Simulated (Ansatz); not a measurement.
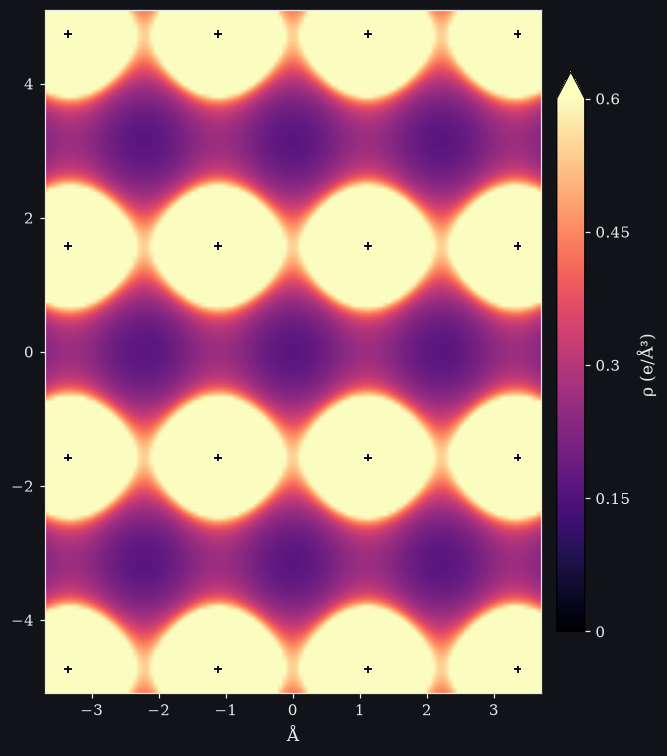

The valence electron density on a plane through atoms (crosses mark nuclei in the plane).

The calculation used DFT, revPBE, plane waves (420 eV) with PAW, scalar-relativistic (Ansatz 0.2.0).

Candidates:
A. Mn, a = 2.23 Å, b = 2.23 Å, c = 2.23 Å, α = 90.00°, β = 90.00°, γ = 90.00°. Space group Pm-3m; set up as Mn, simple cubic; a generated structure, not necessarily the stable one; changed on purpose from its base cell (volume × 0.92); computed pressure about 20 GPa in this cell; computed without spin polarisation.
B. Ge, a = 2.95 Å, b = 7.56 Å, c = 4.08 Å, α = 90.00°, β = 111.09°, γ = 90.00°. Space group C2/c; set up as Ge, beta-Sn type; a generated structure, not necessarily the stable one; changed on purpose from its base cell (volume × 1.08); computed pressure about −4 GPa in this cell.

Which candidate gave the map?

Candidate A: Mn on the (110) plane of the conventional cell, which holds Mn. Mn–Mn (2.23 Å): ρ is about 0.54 e/Å³ halfway.
